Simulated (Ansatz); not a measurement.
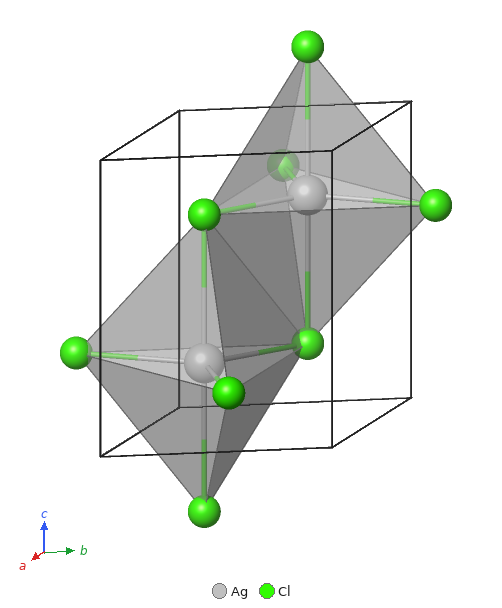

Polyhedral drawing of the structure, looking slightly off an axis. The parallelepiped is the unit cell. A few atoms beyond the faces are included.

AgCl, a = 4.475 Å, b = 4.475 Å, c = 5.789 Å, α = 90.00°, β = 90.00°, γ = 120.00°. Within 0.01 Å the space group is P6_3/mmc (No. 194), primitive hexagonal. It goes back to a structure type filled with these elements by a generator (whether the compound takes this form wasn't checked). The cell was then strained or its atoms displaced on purpose. Ansatz was used for an electronic-structure calculation on it.

This one geometry was computed with Ansatz (DFT, plane waves, PAW) at three levels of theory: r2SCAN, PBE and HSE06. It was relaxed with r2SCAN and then strained.

How does the band gap change with the level of theory?

PBE: a gap of 1.34 eV, direct; r2SCAN: a gap of 1.77 eV, direct; HSE06: a gap of 2.81 eV, direct.

Collect the results in a table.

| level | cutoff (eV) | k-mesh of the run's cell | gap (eV) | pressure (GPa) |
| --- | --- | --- | --- | --- |
| r2SCAN | 500 | 6×6×4 | 1.77 | 0.4 |
| PBE | 420 | 6×6×4 | 1.34 | 1.7 |
| HSE06 | 420 | 6×6×4 | 2.81 | 1.5 |

Gaps are taken on the k-mesh or band path of each run.
